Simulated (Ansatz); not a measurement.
## Electronic structure of HfO₂ in real space

```yaml
crystal:
  lattice:
    - [5.55640, 0.00000, 0.00000]
    - [0.00000, 3.33360, 0.00000]
    - [0.00000, 0.00000, 6.50500]
  atoms:
    - { symbol: Hf, position: [0.74868, 0.75000, 0.60787] }
    - { symbol: Hf, position: [0.25132, 0.25000, 0.39213] }
    - { symbol: Hf, position: [0.24868, 0.75000, 0.89213] }
    - { symbol: Hf, position: [0.75132, 0.25000, 0.10787] }
    - { symbol: O, position: [0.63950, 0.25000, 0.42340] }
    - { symbol: O, position: [0.36050, 0.75000, 0.57660] }
    - { symbol: O, position: [0.13950, 0.25000, 0.07660] }
    - { symbol: O, position: [0.86050, 0.75000, 0.92340] }
    - { symbol: O, position: [0.52079, 0.25000, 0.84145] }
    - { symbol: O, position: [0.47921, 0.75000, 0.15855] }
    - { symbol: O, position: [0.02079, 0.25000, 0.65855] }
    - { symbol: O, position: [0.97921, 0.75000, 0.34145] }
```

Space group Pnma; a structure from a database of computed crystals, not necessarily the ambient phase; computed pressure about 3 GPa in this cell.

All numbers below come from Kohn-Sham DFT of a periodic cell, PBE, Ansatz PAW in Ansatz.

Core electrons are frozen (PAW), and the valence fields are smoothed inside the atomic spheres.

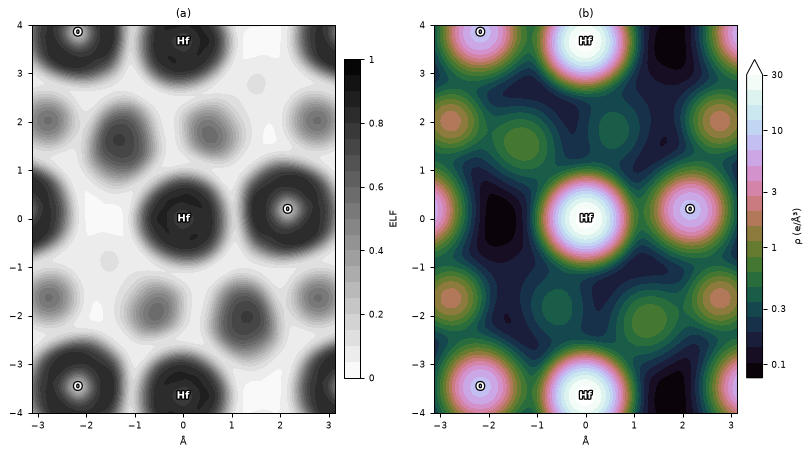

Figure 1. (a) electron localisation function; (b) valence electron density on the (011̄) plane of the conventional cell.

> Read the bonding off the picture.

Atoms in the plane: Hf and O. Atoms just off the plane (Hf, 0.8 Å away and O, 0.8 Å away) can leave unmarked features too. Hf–O (2.17 Å): ρ is about 0.62 e/Å³ halfway; the ELF peaks at about 0.85 in the valence shell of O, 0.6 Å from its nucleus, and drops to about 0.15 between the two atoms (no shared electron pair shows on this line). Between the atoms the lowest density in this plane is 0.08 e/Å³. The features right at Hf lie inside the PAW spheres, where the map follows smoothed inner orbitals and isn't to be read closely.

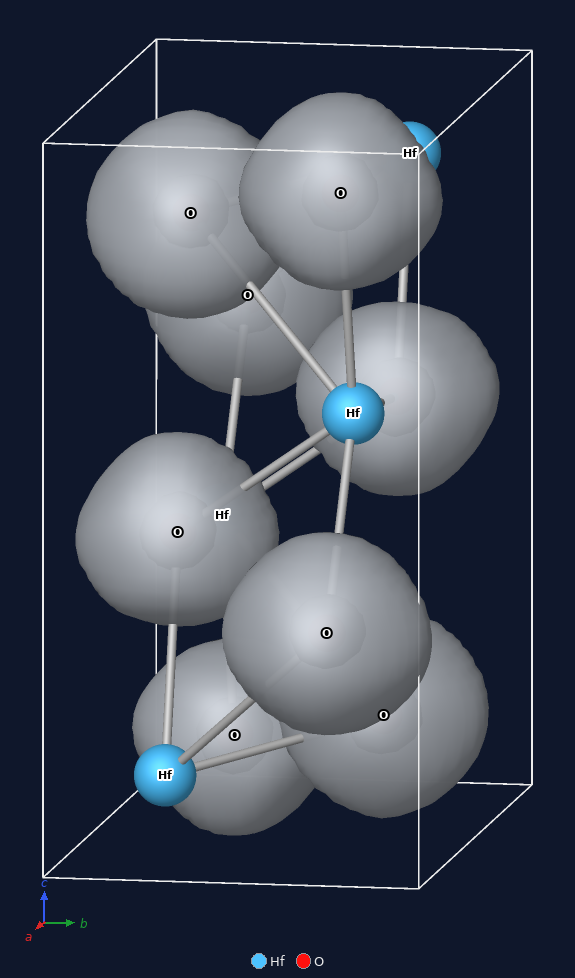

Figure 2. Isosurface of the ELF at 0.65 (grey), seen slightly off an axis. Only the valence region is drawn (cores and ρ < 0.01 e/Å³ removed). Sticks mark near contacts.

> Identify the bonds, lone pairs and shells in this picture.

At this value the surface marks out eight regions wrapped around O (the valence shell of each), counted in one cell of 12 atoms. Any copies at cell faces, edges or corners count once.


Hf–O (2.14 Å): the ELF peaks at about 0.85 in the valence shell of O, 0.6 Å from its nucleus, and drops to about 0.20 between the two atoms (no localised pair shows between them). Hf–O (2.27 Å): the ELF peaks at about 0.85 in the valence shell of O, 0.6 Å from its nucleus, and drops to about 0.15 between the two atoms: no shared electron pair shows on this line.

> Metal or insulator at this level of theory?

It is gapped, with a Kohn–Sham gap of 3.5 eV on the k-point mesh, an upper bound to the gap of this method.
